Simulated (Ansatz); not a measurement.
InP (slab)

```yaml
crystal:
  lattice:
    - [4.15650, 0.00000, 0.00000]
    - [0.00000, 5.87818, 0.00000]
    - [0.00000, 0.00000, 25.39126]
  atoms:
    - { symbol: In, position: [0.50000, 0.50000, 0.29538] }
    - { symbol: P, position: [0.00000, 0.25000, 0.29538] }
    - { symbol: In, position: [0.00000, 0.00000, 0.37723] }
    - { symbol: P, position: [0.50000, 0.75000, 0.37723] }
    - { symbol: In, position: [0.50000, 0.50000, 0.45908] }
    - { symbol: P, position: [0.00000, 0.25000, 0.45908] }
    - { symbol: In, position: [0.00000, 0.00000, 0.54092] }
    - { symbol: P, position: [0.50000, 0.75000, 0.54092] }
    - { symbol: In, position: [0.50000, 0.50000, 0.62277] }
    - { symbol: P, position: [0.00000, 0.25000, 0.62277] }
    - { symbol: In, position: [0.00000, 0.00000, 0.70462] }
    - { symbol: P, position: [0.50000, 0.75000, 0.70462] }
```

Not relaxed (largest force 1.5 eV/Å).

Level of theory: DFT PBEsol, scalar-relativistic, plane waves, PAW (Ansatz 0.2.0).

The density is the valence pseudo-density of a PAW calculation; it isn't the true density close to the nuclei.

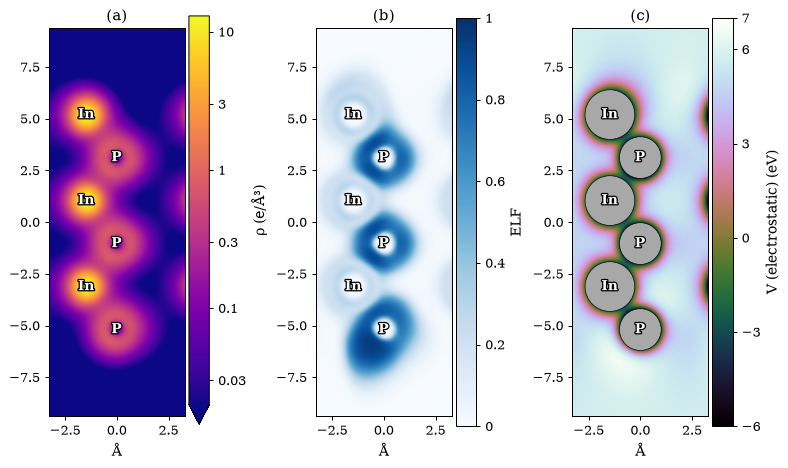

Figure 1. (a) valence electron density; (b) ELF; (c) electrostatic potential (local pseudopotential plus Hartree) felt by an electron on the (100) plane of the calculation cell, a cut from vacuum to vacuum. Grey discs cover the atomic cores in the potential map.

Describe what can be read from this map.

- The section cuts through P and In sites.
- In–P (2.55 Å): ρ at the midpoint is about 0.43 e/Å³; the ELF peaks at about 0.85 in the valence shell of P, 0.9 Å from its nucleus, and is about 0.50 at the midpoint.
- The density dies away to nearly zero in the vacuum.
- The ELF also peaks beside P, away from the bonds: lone-pair regions.

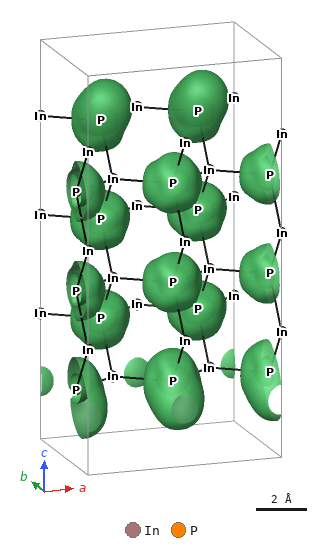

Figure 2. Isosurface of the ELF at 0.7 (green), seen slightly off an axis. Core shells and regions of very low density are left out. Sticks mark near contacts.

Describe the localisation domains.

At this value the surface marks out six regions wrapped around P (the valence shell of each), counted in one cell of 12 atoms. Counts are for one cell; the picture repeats the cell along the surface.

Does the calculation make it a metal, or give it a gap?

It is gapped, with a Kohn–Sham gap of 0.46 eV on the k-point mesh, an upper bound to the gap of this method.
